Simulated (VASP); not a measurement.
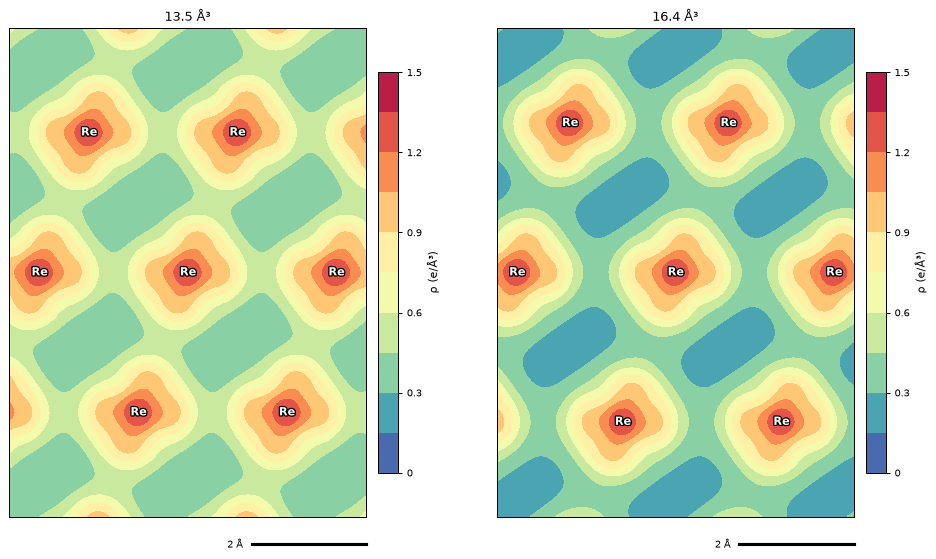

Re. The valence electron density of cells scaled evenly to different volumes (given per atom above each panel), on the (11̄0) plane of each (indices in the axes of the cell below), at one length scale and on one colour scale.

A generated structure, not necessarily the stable one.

Level of theory: VASP, Kohn-Sham DFT of a periodic cell, PBEsol, VASP PAW PBE potentials, recommended.

Core electrons are frozen (PAW), and the valence fields are smoothed inside the atomic spheres.

The largest cell:

```
Re
1.0
    -1.60199    1.60199    1.60199
     1.60199   -1.60199    1.60199
     1.60199    1.60199   -1.60199
Re
1
Direct
  0.00000 0.00000 0.00000
```

| volume (Å³/atom) | Re–Re contact in the plane (Å) | ρ at its midpoint (e/Å³) | pressure (GPa) | 
| --- | --- | --- | --- |
| 13.51 | 2.599 | 0.503 | 39.6 | 
| 14.68 | 2.672 | ? | ? | 
| 16.45 | 2.775 | 0.393 | −33.7 | 

### Estimate the missing row, and compare with the calculation.

Over the known rows ln ρ falls by 1.40 per Å of Re–Re distance (the line through the two), which gives 0.454 e/Å³ at 2.672 Å; the calculation gives 0.452 e/Å³. For the pressure, a straight line in volume between the neighbouring rows gives 10.4 GPa; the calculation gives 0.0, lower because pressure rises ever faster on compression.
